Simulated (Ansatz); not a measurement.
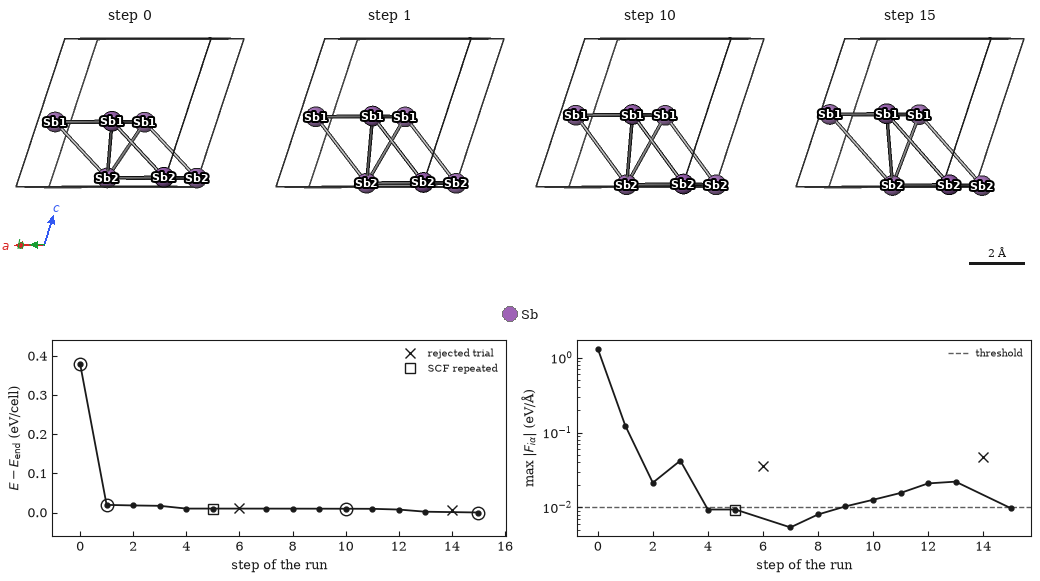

Frames of a relaxation of crystalline Sb (set up in P-1), marked on the history of the run. A ball-and-stick model of the conventional cell (2 times the calculation's cell), seen from a free direction. Lengths and directions refer to the drawn axes.

The run lets the atoms move in a fixed cell, from this start: all atoms moved at random, sigma 0.25 A a component.

Method: Kohn-Sham DFT of a periodic cell, PBE, Ansatz PAW (Ansatz 0.2.0).

Input
```yaml
crystal:
  lattice:
    - [0.0, -2.37124252, -2.37124252]
    - [-2.37124252, 0.0, -2.37124252]
    - [2.37124252, 2.37124252, -4.74248504]
  atoms:
    - { symbol: Sb, position: [0.48982044, 0.45773603, 0.56014569] }
    - { symbol: Sb, position: [0.01017956, 0.04226397, 0.93985431] }
hamiltonian:
  xc: pbe
  pseudopotentials: { kind: paw }
kpoints:
  mp_grid: { grid: [9, 9, 5] }
scf:
  occupations: { method: fermi_dirac, width: 0.05 }
output:
  forces: true
  stress: true
  eigenvalues: true
  write_density: true
  write_potential: true
  elf: true
  volumetric_format: npy
relax:
  f_tol: 0.01
  max_steps: 40
```

Run as
```bash
ansatz run input.yaml --threads 2 --pin off --max-ram 5632MiB --backend cpu --events-out ev --progress --plain --runs-dir out
```

### What happens along the run?

The energy falls by 0.380 eV per cell of the calculation in 12 accepted moves (15 points after the start). The largest force component goes from 1.3 to 0.0097 eV/Å. The line search rejected the trial steps at points 6, 14 of the run. 1 step only repeated the SCF at the same geometry. The forces were under the threshold at step 4, but the run went on from there. The largest moves, 0.34 Å, are those of Sb1 and Sb2. Sb1 goes along [3 1 3]. The lattice vectors keep their values. Near-neighbour distances that change, for instance: Sb1–Sb2 3.848 → 3.180 Å, Sb1–Sb2 (another image) 2.931 → 3.597 Å, Sb1–Sb2 (another image) 2.805 → 3.218 Å, Sb1–Sb2 (another image) 3.940 → 3.563 Å. The space group stays P-1 (No. 2). The run took 120 s on 2 threads of Intel(R) Xeon(R) Processor @ 2.70GHz, on a shared host, peak memory 0.5 GiB. From step 0 to 1: Sb atoms move most (0.20 Å), energy −0.361 eV per cell of the calculation. From step 1 to 10: Sb atoms move most (0.06 Å), energy −9.8 meV per cell of the calculation. From step 10 to 15: Sb atoms move most (0.22 Å), energy −9.6 meV per cell of the calculation.
